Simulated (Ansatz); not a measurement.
# Calculations on GaN

### Relaxation

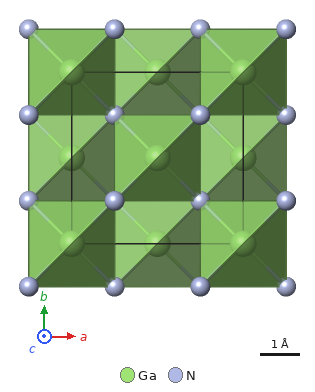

A crystal of GaN (set up in F-43m), before the relaxation. The picture is a polyhedral view of the conventional cell (4 times the calculation's cell), seen along the c axis. Lengths and directions refer to the drawn axes.

The calculation used DFT LDA, scalar-relativistic, plane waves, PAW in Ansatz 0.2.0.

Input file:
```yaml
crystal:
  lattice:
    - [0.0, 2.2535006075, 2.2535006075]
    - [2.2535006075, 0.0, 2.2535006075]
    - [2.2535006075, 2.2535006075, 0.0]
  atoms:
    - { symbol: Ga, position: [0.0, 0.0, 0.0] }
    - { symbol: "N", position: [0.75, 0.75, 0.75] }
basis:
  ecutwfc: 420
kpoints:
  mp_grid: { grid: [10, 10, 10] }
hamiltonian:
  xc: lda
scf:
  occupations: { method: gaussian, width: 0.02 }
output:
  forces: true
  stress: true
  eigenvalues: true
relax:
  adjacent_minimum: "off"
  f_tol: 0.005
  max_steps: 80
  cell: { stress_tol: 0.05 }
```

Command:
```bash
ansatz run input.yaml --threads 1 --pin off --max-ram 3072MiB --backend cpu --events-out ev --progress --plain --runs-dir out
```

Where does the relaxation end?

The energy falls by 8.2 meV per atom in 4 accepted moves (6 points after the start). All forces vanish by symmetry, so only the cell relaxes. The pressure goes from −6.49 to 0.00 GPa. The SCF was repeated twice at an unchanged geometry on a basis and grid sized afresh for the cell, which shifted the energy by 1.3 meV per atom at most. The atoms keep their places relative to the cell (all moves are under 0.005 Å). The volume changes by −3.4 %, with a = b = c 4.507 → 4.455 Å (−1.1 %). Among the contacts that change: Ga1–N2 1.952 → 1.929 Å. The space group stays F-43m (No. 216). Cost: 43 s on 1 thread of Intel(R) Xeon(R) Processor @ 2.50GHz (Skylake/Cascade Lake), with other jobs on the host, peak memory 0.32 GiB.

Step by step:

| step | E − E(0), meV/atom | pressure, GPa | volume, Å³/atom | note |
| --- | --- | --- | --- | --- |
| 0 | 0.00 | -6.49 | 11.444 |  |
| 1 | -7.63 | -2.64 | 11.211 |  |
| 2 | -9.49 | 0.15 | 11.056 |  |
| 3 | -9.46 | 0.00 | 11.064 |  |
| 4 | -8.18 | -0.17 | 11.064 | same geometry, new basis |
| 5 | -8.22 | 0.00 | 11.055 |  |
| 6 | -8.17 | 0.00 | 11.055 | same geometry, new basis |

After the run, drawn alike:

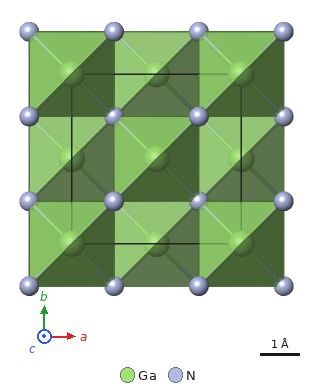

### Relaxation

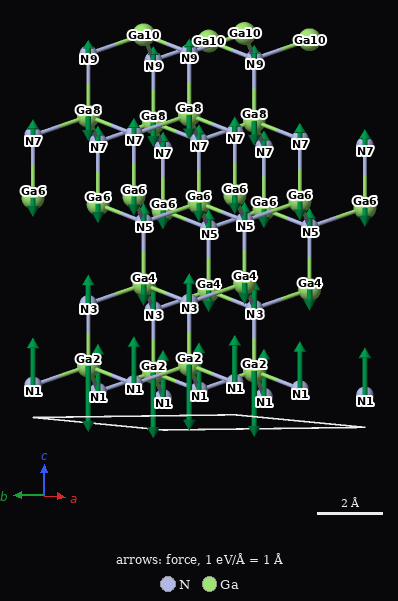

Starting geometry of a slab of composition GaN (cut from the F-43m phase) with the computed forces as green arrows. A ball-and-stick model of the 2 × 2 repeat of the cell, outlined in the plane, without the vacuum, seen from a free direction.

Case: (1 1 1) slab, atoms relaxed. The slab is the (1 1 1) face of GaN.

These are results of Ansatz, DFT PBEsol, scalar-relativistic, plane waves, PAW, not measurements. (plane-wave cutoff 420 eV; k-point mesh 9 × 9 × 1; occupations gaussian; smearing width 0.05 eV; no spin polarisation; dipole correction; atoms relaxed in a fixed cell; force threshold 0.02 eV/Å; at most 60 steps)

Question: Is this structure relaxed? If not, where do the atoms go?

Answer: It isn't relaxed: the largest force vector, on Ga2, is 2.06 eV/Å. The atoms end up moving mostly along the starting forces (cosine between the two patterns 0.90). After 6 geometry steps the energy has fallen by 0.318 eV per cell of the calculation. The largest force component goes from 2.1 to 0.0084 eV/Å. N1 moves most relative to the layer's centre: 0.19 Å along the normal (+c). Largest moves by element: N 0.19 Å, Ga 0.11 Å. The lattice vectors keep their values. Among the contacts that change: Ga2–N3 1.948 → 2.092 Å, Ga8–N9 1.948 → 2.045 Å, Ga4–N5 1.948 → 2.027 Å, N1–Ga2 1.948 → 1.870 Å. Bond angles that change, for instance: N1–Ga2–N3 109.5° → 100.9°, N1–Ga2–N1 109.5° → 116.5°, Ga2–N1–Ga2 109.5° → 116.5°. The run took 6.6 min on 1 thread of Intel(R) Xeon(R) Processor @ 2.50GHz (Skylake/Cascade Lake), with other jobs on the host, peak memory 0.51 GiB.

### A change

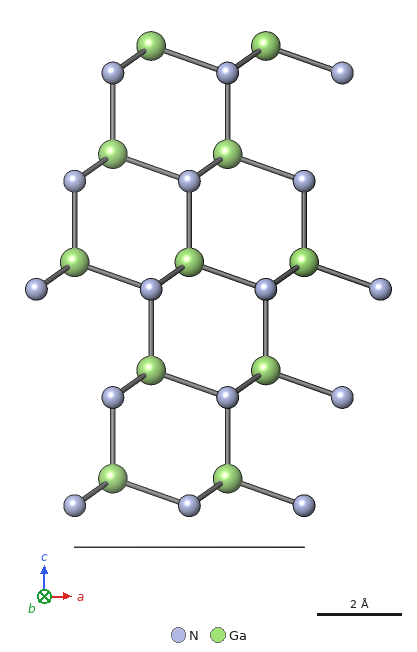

This is a (1 1 1) slab of GaN as cut from the relaxed bulk. A ball-and-stick model of the 2 × 2 repeat of the cell, outlined in the plane, without the vacuum, seen along the b axis.

All numbers below come from Ansatz 0.2.0, DFT PBEsol, scalar-relativistic, plane waves, PAW. Settings: plane-wave cutoff 420 eV; occupations gaussian; no spin polarisation. The k-mesh is chosen for each cell (10×10×10, 9×9×1). Smearing widths differ between the runs.

The variant: The atoms of the slab are relaxed at the bulk's in-plane cell.

### Predict the response.

The surface energy (mean of the two faces) falls from 3.40 to 3.11 J/m². The top spacing, between the Ga and N planes, goes from 0.65 to 0.60 Å (−8.2 %), the bottom one (N to Ga) from 0.65 to 0.35 Å (−45.7 %). The lattice vectors keep their values. An N atom moves most relative to the layer's centre: 0.19 Å along the normal (+c). Largest moves by element: N 0.19 Å, Ga 0.11 Å. Some distances before and after: Ga–N 1.948 → 1.870 to 2.092 Å.

The changed structure in the same view:

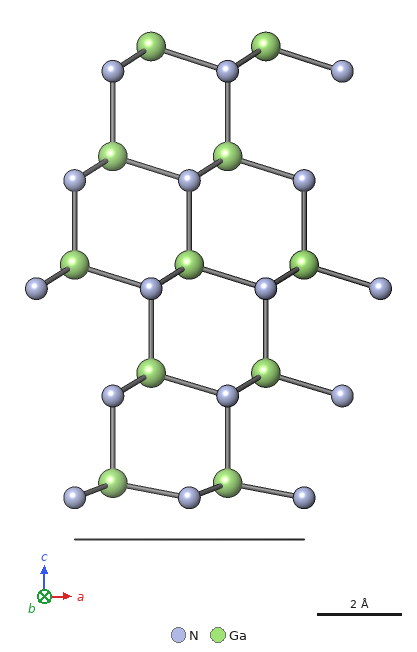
